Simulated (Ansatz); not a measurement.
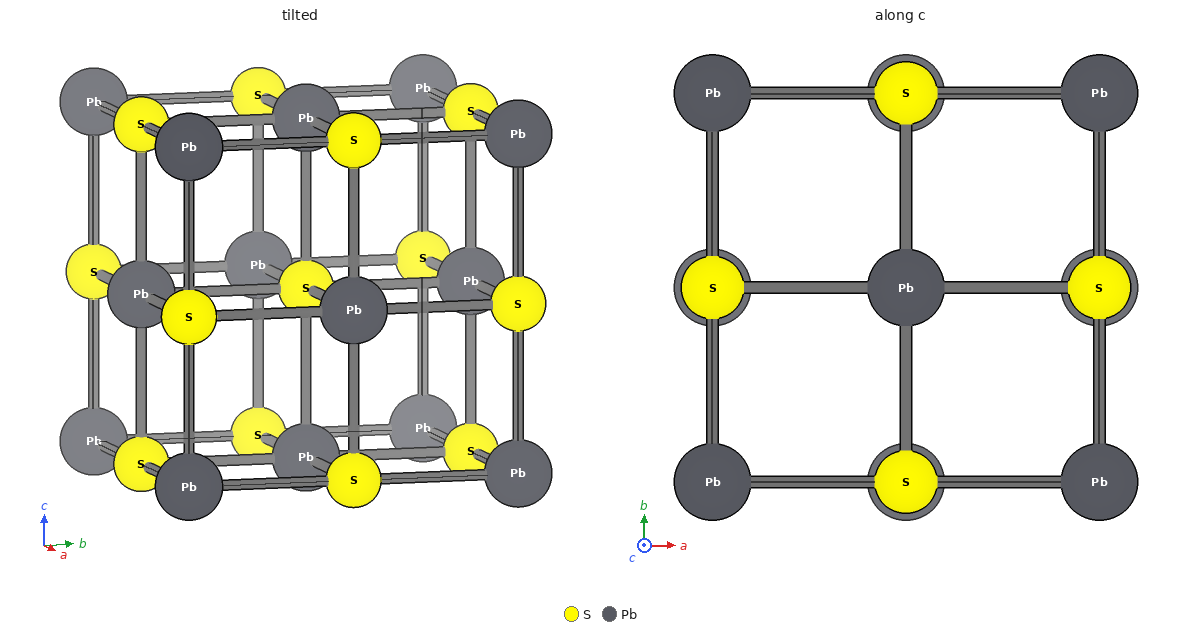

We look at a ball-and-stick model of the crystal slightly off an axis and along the c axis. The edges of the drawn cell (a repeat of the simulation cell) are marked.

PbS, a = 5.945 Å, b = 5.974 Å, c = 5.974 Å, α = 90.00°, β = 90.00°, γ = 90.00°. Strictly the space group is I4/mmm (No. 139, within 0.01 Å). It is a distorted form of a face-centred cubic structure, space group Fm-3m (No. 225) within 0.25 Å: rock salt (NaCl type). Provenance: a structure type filled with these elements by a generator (whether the compound takes this form wasn't checked). The cell was then strained or its atoms displaced on purpose. It was run through Ansatz as a DFT input.

This one geometry was computed with Ansatz (DFT, plane waves, PAW) at three levels of theory: r2SCAN, PBE and HSE06. It was relaxed with r2SCAN and then strained.

Q: How does the band gap change with the level of theory?

A: PBE: a gap of 0.42 eV, direct; r2SCAN: a gap of 0.67 eV, direct; HSE06: a gap of 0.86 eV, direct.

Q: Collect the results in a table.

A:
| level | cutoff (eV) | k-mesh of the run's cell | gap (eV) | pressure (GPa) |
| --- | --- | --- | --- | --- |
| r2SCAN | 500 | 8×8×8 | 0.67 | 0.3 |
| PBE | 420 | 8×8×8 | 0.42 | 1.2 |
| HSE06 | 420 | 6×6×6 | 0.86 | 0.1 |

Gaps are taken on the k-mesh or band path of each run.
